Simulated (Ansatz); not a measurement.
## W(100) with 4 layers of random W-Al, 2x2: scattering by chemical disorder

How strongly does chemical disorder scatter in W(100) with 4 layers of random W-Al, 2x2?

Program: Ansatz 0.2.0. Level of theory: Ansatz plane-wave DFT, PBE, PAW files; ballistic transport by layer matching (Landauer), zero bias; PAW set soft_1. Results are calculated unless marked as measured.

### 1. Starting point

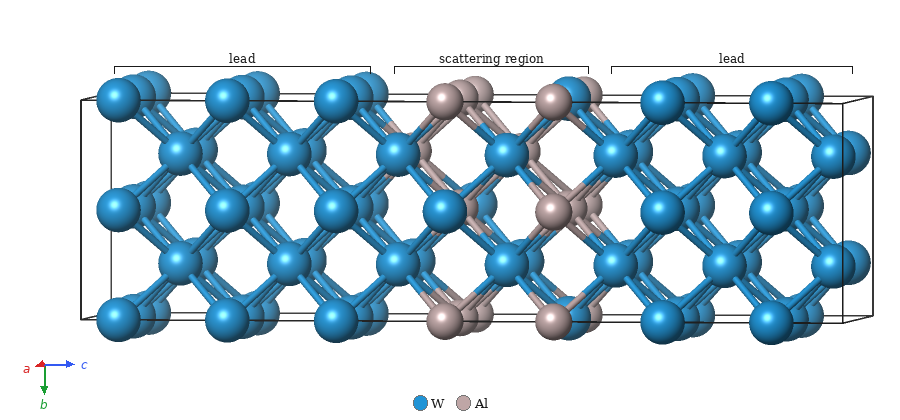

Start, viewed from the side, with the c axis across the page; tungsten blue, aluminium light grey. Some periodic images of atoms are drawn too.

The cell holds 56 atoms: 48 W and 8 Al. Cell: a = 6.330 Å, b = 6.330 Å, c = 22.154 Å, α = 90.0°, β = 90.0°, γ = 90.0°. It derives from W. Regions: lead, 40 atoms (40 W); scattering region, 16 atoms (8 Al and 8 W). The structure is stacked along c, and the current runs across the ab planes.

### 2. With 4 alloy layers

In 4 layers a share of 0.5 of the sites is given to Al at random. The layers about the cell's end stay perfect and serve as the lead. Disorder leaves little or no symmetry, which makes such runs dear. Energies from -0.05 to 0.05 eV in steps of 0.05 eV are too few for the program's thermal sum, so it prints no conductance; for a metal the transmission near the Fermi level serves, at a fraction of the cost.

input.yaml reads:

```yaml
crystal:
  lattice:
    - [6.3296, 0.0, 0.0]
    - [0.0, 6.3296, 0.0]
    - [0.0, 0.0, 22.1536]
  atoms:
    - { symbol: W, position: [0.0, 0.0, 0.0357142857] }
    - { symbol: W, position: [0.0, 0.5, 0.0357142857] }
    - { symbol: W, position: [0.5, 0.0, 0.0357142857] }
    - { symbol: W, position: [0.5, 0.5, 0.0357142857] }
    - { symbol: W, position: [0.25, 0.25, 0.1071428571] }
    - { symbol: W, position: [0.25, 0.75, 0.1071428571] }
    - { symbol: W, position: [0.75, 0.25, 0.1071428571] }
    - { symbol: W, position: [0.75, 0.75, 0.1071428571] }
    - { symbol: W, position: [0.0, 0.0, 0.1785714286] }
    - { symbol: W, position: [0.0, 0.5, 0.1785714286] }
    - { symbol: W, position: [0.5, 0.0, 0.1785714286] }
    - { symbol: W, position: [0.5, 0.5, 0.1785714286] }
    - { symbol: W, position: [0.25, 0.25, 0.25] }
    - { symbol: W, position: [0.25, 0.75, 0.25] }
    - { symbol: W, position: [0.75, 0.25, 0.25] }
    - { symbol: W, position: [0.75, 0.75, 0.25] }
    - { symbol: W, position: [0.0, 0.0, 0.3214285714] }
    - { symbol: W, position: [0.0, 0.5, 0.3214285714] }
    - { symbol: W, position: [0.5, 0.0, 0.3214285714] }
    - { symbol: W, position: [0.5, 0.5, 0.3214285714] }
    - { symbol: Al, position: [0.25, 0.25, 0.3928571429] }
    - { symbol: W, position: [0.25, 0.75, 0.3928571429] }
    - { symbol: W, position: [0.75, 0.25, 0.3928571429] }
    - { symbol: W, position: [0.75, 0.75, 0.3928571429] }
    - { symbol: Al, position: [0.0, 0.0, 0.4642857143] }
    - { symbol: W, position: [0.0, 0.5, 0.4642857143] }
    - { symbol: Al, position: [0.5, 0.0, 0.4642857143] }
    - { symbol: Al, position: [0.5, 0.5, 0.4642857143] }
    - { symbol: Al, position: [0.25, 0.25, 0.5357142857] }
    - { symbol: W, position: [0.25, 0.75, 0.5357142857] }
    - { symbol: W, position: [0.75, 0.25, 0.5357142857] }
    - { symbol: W, position: [0.75, 0.75, 0.5357142857] }
    - { symbol: Al, position: [0.0, 0.0, 0.6071428571] }
    - { symbol: Al, position: [0.0, 0.5, 0.6071428571] }
    - { symbol: W, position: [0.5, 0.0, 0.6071428571] }
    - { symbol: Al, position: [0.5, 0.5, 0.6071428571] }
    - { symbol: W, position: [0.25, 0.25, 0.6785714286] }
    - { symbol: W, position: [0.25, 0.75, 0.6785714286] }
    - { symbol: W, position: [0.75, 0.25, 0.6785714286] }
    - { symbol: W, position: [0.75, 0.75, 0.6785714286] }
    - { symbol: W, position: [0.0, 0.0, 0.75] }
    - { symbol: W, position: [0.0, 0.5, 0.75] }
    - { symbol: W, position: [0.5, 0.0, 0.75] }
    - { symbol: W, position: [0.5, 0.5, 0.75] }
    - { symbol: W, position: [0.25, 0.25, 0.8214285714] }
    - { symbol: W, position: [0.25, 0.75, 0.8214285714] }
    - { symbol: W, position: [0.75, 0.25, 0.8214285714] }
    - { symbol: W, position: [0.75, 0.75, 0.8214285714] }
    - { symbol: W, position: [0.0, 0.0, 0.8928571429] }
    - { symbol: W, position: [0.0, 0.5, 0.8928571429] }
    - { symbol: W, position: [0.5, 0.0, 0.8928571429] }
    - { symbol: W, position: [0.5, 0.5, 0.8928571429] }
    - { symbol: W, position: [0.25, 0.25, 0.9642857143] }
    - { symbol: W, position: [0.25, 0.75, 0.9642857143] }
    - { symbol: W, position: [0.75, 0.25, 0.9642857143] }
    - { symbol: W, position: [0.75, 0.75, 0.9642857143] }
kpoints:
  mp_grid: { grid: [4, 4, 1] }
hamiltonian:
  xc: pbe
  pseudopotentials: { kind: paw, azcp: { folder: soft_1 } }
scf:
  occupations: { method: fermi_dirac, width: 0.1 }
output:
  transmission: { leads: [[0, 4]], kmesh: [8, 8], e_range: [-0.05, 0.05], de: 0.05 }
  write_potential: true
  write_density: true
  volumetric_format: npy
```

Started as:

```console
$ ansatz run input.yaml --threads 4 --pin off --max-ram 15360MiB --backend cpu --events-out ev --progress --plain --runs-dir out
```

Numbers of over 12 decimals in the logs are rounded to 6 here.

Output:

```text
Engine: ansatz 0.2.0, aarch64-unknown-linux-gnu
Pseudopotentials: kind: paw
Pseudopotential: W, paw, valence charge 14, recommended cutoff 420 eV (normal), soft_1/W.paw.azcp
Pseudopotential: Al, paw, valence charge 3, recommended cutoff 420 eV (normal), soft_1/Al.paw.azcp
Functional definition: PBE
  parameter kappa = 0.804
  parameter beta = 0.066725
  exchange = pbe_x(kappa = kappa, mu = beta*pi^2/3)
  correlation = pbe_c(beta = beta)
Crystal: 56 atoms, lattice volume = 887.558 Å³
Basis set: ecut = 420 eV, 17351 PW (Γ)
Bands: 418, of which v1, the nominal top of the filled ones, is band 348 counted from 1 (347 counted from 0)
Symmetry: 2 space group operations
Space group: Cm (ITA 8), of the structure as read, at distance tolerance 9.6e-5 Å
k-points: 7 of 16 (time reversal used)
Non-local potential: W, projectors of the file, l = 0: 3, l = 1: 2, l = 2: 2, l = 3: 1
Non-local potential: Al, projectors of the file, l = 0: 2, l = 1: 2, l = 2: 1
PAW form: soft (Blöchl's): semilocal exchange-correlation on the pseudo side does not see the compensation charge
PAW one-centre angular grid: W, 590 points (default); XC on 64 Gauss nodes
PAW one-centre angular grid: Al, 110 points (default); XC on 64 Gauss nodes
Initial density: superposition of atomic densities (chi_scale 0.1, normalization cell, long waves of neutral atoms (reshape's long-wave potential 4.45 eV rms, cloud 2.83 Å wide))
Initial wavefunctions: pseudopotential atomic-orbital guess
Functional: x = pbe(κ = 0.804, μ = 0.219515), c = pbe(β = 0.066725)
SCF iter   1: F=—  HF=-502833.560781 eV  |F-HF|=—  |Δ(HF+E_count)|=         —  Δρ=6.09e-2  dr2=1.07e2  ethr=3.10e-3  ⟨swp⟩=5.9  Hψ=11386  notcnv=0
preconditioner: auto → Kerker (q_TF=auto, 2.620 Å⁻¹)  [metal: Δε(μ)=0.036 eV  Ē_g=5.320 eV  σ=0.100 eV  W_gap=0.09  n_scr=270 (ndim 8)  ℏωp=22.0 eV  f_vac=0.000  D(μ)=24.59/eV (n_scr^D=178)]
SCF iter   2: F=—  HF=-502826.041279 eV  |F-HF|=—  |Δ(HF+E_count)|=    7.52e0  Δρ=3.64e-2  dr2=4.07e1  ethr=3.10e-3  ⟨swp⟩=3.0  Hψ=4724  notcnv=0  defer=30
SCF iter   3: F=—  HF=-502822.338378 eV  |F-HF|=—  |Δ(HF+E_count)|=    3.70e0  Δρ=3.69e-3  dr2=1.36e-1  ethr=3.10e-3  ⟨swp⟩=3.0  Hψ=5738  notcnv=0  defer=20
SCF iter   4: F=—  HF=-502822.328883 eV  |F-HF|=—  |Δ(HF+E_count)|=   9.50e-3  Δρ=9.68e-4  dr2=6.69e-2  ethr=1.96e-5  ⟨swp⟩=3.4  Hψ=6389  notcnv=0  defer=7
SCF iter   5: F=—  HF=-502822.326826 eV  |F-HF|=—  |Δ(HF+E_count)|=   2.06e-3  Δρ=2.30e-4  dr2=5.43e-3  ethr=9.61e-6  ⟨swp⟩=1.0  Hψ=2919  notcnv=0  defer=7
SCF iter   6: F=—  HF=-502822.326598 eV  |F-HF|=—  |Δ(HF+E_count)|=   2.28e-4  Δρ=4.57e-5  dr2=1.08e-4  ethr=7.80e-7  ⟨swp⟩=1.0  Hψ=2919  notcnv=0  defer=7
SCF iter   7: F=—  HF=-502822.326563 eV  |F-HF|=—  |Δ(HF+E_count)|=   3.44e-5  Δρ=8.11e-6  dr2=1.43e-5  ethr=1.55e-8  ⟨swp⟩=1.9  Hψ=3124  notcnv=0  defer=7
SCF iter   8: F=—  HF=-502822.326016 eV  |F-HF|=—  |Δ(HF+E_count)|=   5.48e-4  Δρ=3.01e-6  dr2=1.80e-6  ethr=2.05e-9  ⟨swp⟩=1.0  Hψ=2926  notcnv=0  defer=7
SCF iter   9: F=-502822.326016 eV  HF=-502822.326016 eV  |F-HF|=3.53e-8  |Δ(HF+E_count)|=   4.26e-8  Δρ=5.37e-7  dr2=3.62e-8  ethr=1.44e-11  ⟨swp⟩=7.3  Hψ=8197  notcnv=0
SCF 1 converged in 9 iterations: F = -502822.326016 eV  dr2 = 3.62e-8
  greatest PAW one-centre occupation: 0.999 electrons in one spin orbital (limit 2), on the W atom at site 12 (counted from 0), in its partial waves of l = 0
transmission: 60 of 588 steps passed
transmission: 126 of 588 steps passed
[...]
transmission: 588 of 588 steps passed
SCF converged after 9 iterations
Free energy (F): -502822.326016 eV
Harris-Foulkes:  -502822.326016 eV  (|F-HF|=3.53e-8)
Internal energy: -502821.347962 eV  (E = F + TS)
E sigma→0 (E₀):  -502821.836989 eV
Entropy (-TS):   -0.978054 eV (-17.465 meV/atom)
Fermi energy:    20.282855 eV
--- Per-component energies (eV) ---
  E_band       = -5019.147226
  E_kinetic    = 20427.669921
  E_local      = -64078.160812  (includes V_loc(G=0)·N_el)
  E_nonlocal   = -1139.539945
  E_hartree    = 29468.194120
  E_xc         = -13152.016044
  E_vxc        = -11339.144665  (∫ρ·V_xc dr)
  E_paw        = -415492.505761  (= ΣΔE_a)
  E_vpaw       = -7826.409273  (= ΣTr[D̂ρ^β])
  E_aug_tail   = 0.007057  (compensation charges beyond the density's cutoff)
  E_ewald      = -58854.996497
  E_smearing   = -0.978054  (= −TS)
  E_closure    = 0.000000  (closes the sum)
  Σ components = -502822.326016   (vs F -502822.326016, Δ=0.00e0)
--- Band table (eV; the first three rows and the last of 7) ---
  k-point 0: bands = [... 344 lower, 20.1640, 20.1974, 20.2153, 20.2432, 20.3133, 20.3374, 20.4320, 20.5065, ... 66 higher]
  k-point 1: bands = [... 344 lower, 20.1080, 20.1239, 20.2149, 20.2846, 20.3169, 20.3523, 20.4144, 20.4422, ... 66 higher]
  k-point 2: bands = [... 344 lower, 20.1447, 20.1847, 20.3191, 20.4452, 20.4792, 20.5124, 20.5385, 20.5553, ... 66 higher]
  k-point 6: bands = [... 344 lower, 19.8932, 19.9292, 20.0177, 20.1057, 20.1218, 20.1949, 20.2655, 20.4632, ... 66 higher]
--- Transmission ---
  basis      : 349 plane waves across, 28 finite elements along
  points     : 21, standing for a mesh of 8 x 8
  energies   : 3 from -0.050000 to 0.050000 eV about the Fermi level, 0.050000 eV apart; the leads are filled to 0.000000 eV, and channels, transmission and decay are at 0.000000 eV
  crystal 0  : W4, at the sites [0, 4], period 1.5824 Å, over 15.82 Å; its Hamiltonian steps by up to 55.8 meV: too much for a lead, lay more layers or, if its atoms are ordered, name the step of that order
    offset         : up to 0.0000 Å between an atom of the period and one for which it stands
    channels       : 5.281250e0 a spin
    conductance    : none, the energies end too early or step too widely for 300 K: set another output.transmission.e_range or a lower de, or, where they end at an eighth of basis.ecutwfc, a higher one
    slowest decay  : 0.0375 /Å at (0.5000, 0.5000)
  junction   : crystal 0 to crystal 0, 0.70 to 21.27 Å
    transmission   : 1.349531e0 a spin
    conductance    : none, the energies end too early or step too widely for 300 K: set another output.transmission.e_range or a lower de, or, where they end at an eighth of basis.ecutwfc, a higher one
```

It took 11 min on 4 threads of Arm Neoverse V1, shared host; peak memory 6.9 GiB.

This step gave:

```
free energy                                    : -502822.3260 eV
energy at zero smearing                        : -502821.8370 eV
Fermi energy                                   : 20.28 eV
cell area                                      : 40.06 Å²
transmission per spin nearest the Fermi level  : 1.350
open channels per spin nearest the Fermi level : 5.281
step of the lead's potential                   : 55.8 meV
```

Per spin. Transmission, zone mean against energy, zero at the Fermi level:

| energy (eV) | transmission, zone mean |
| --- | --- |
| -0.0500 | 1.27 |
| 0.0000 | 1.35 |
| 0.0500 | 1.44 |

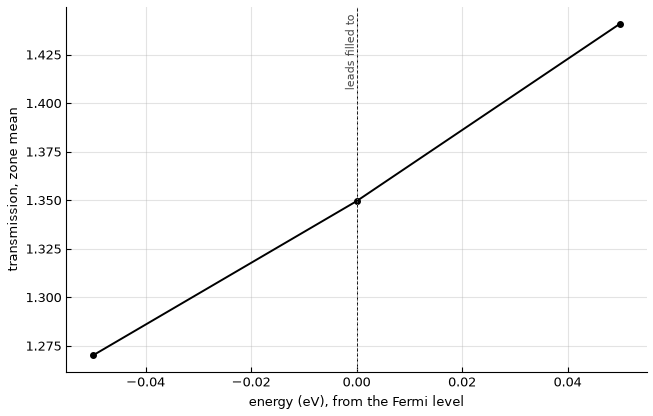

Transmission, zone mean against energy.

Per spin. Table of open channels, zone mean, lead by energy, zero at the Fermi level:

| energy (eV) | open channels, zone mean, lead |
| --- | --- |
| -0.0500 | 4.66 |
| 0.0000 | 5.28 |
| 0.0500 | 5.78 |

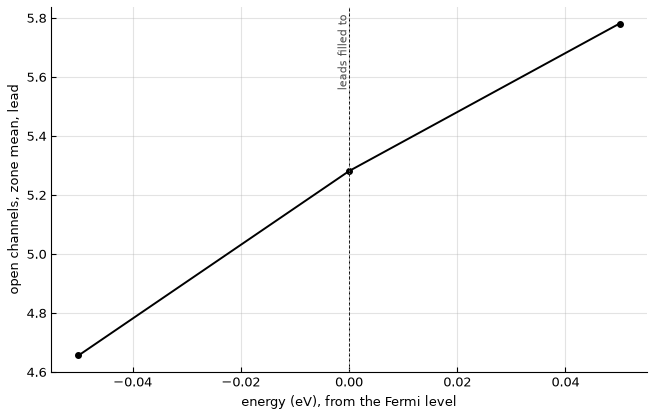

Open channels, zone mean, lead against energy.

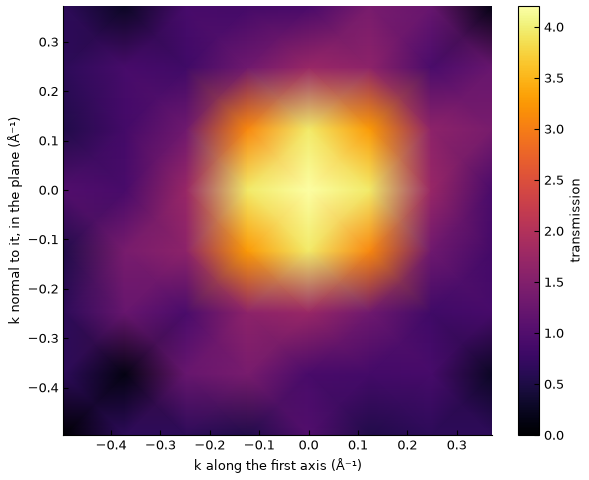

Transmission over k1 and k2. At 0.0000 eV from the Fermi level.

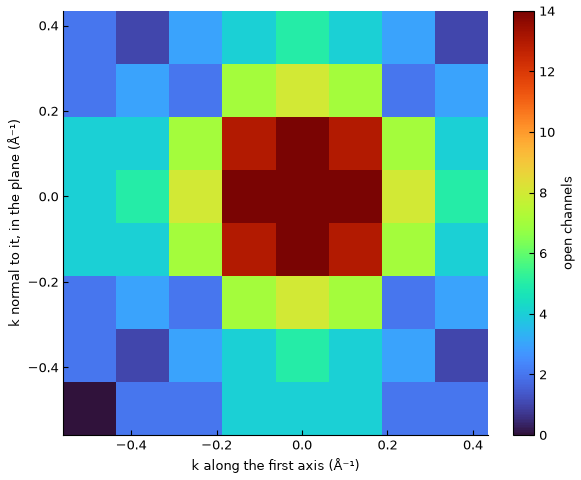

Open channels over k1 and k2. At 0.0000 eV from the Fermi level.

Over the solved energies the transmission per spin lies between 1.27 and 1.44, out of 5.24 channels of the lead on average (up to 5.78). The log calls the step of a lead's potential too much.

[end of part 1 of 2]

[Logs are printed without paths, hosts, clocks, repeated set-up lines and the standing remarks that a program may print on its own settings, such as how far it seeks lower states.]

[Hosts, paths, dates, database ids (printed as entryN), source tags and the programs' standing remarks are cut or masked in the printed files.]
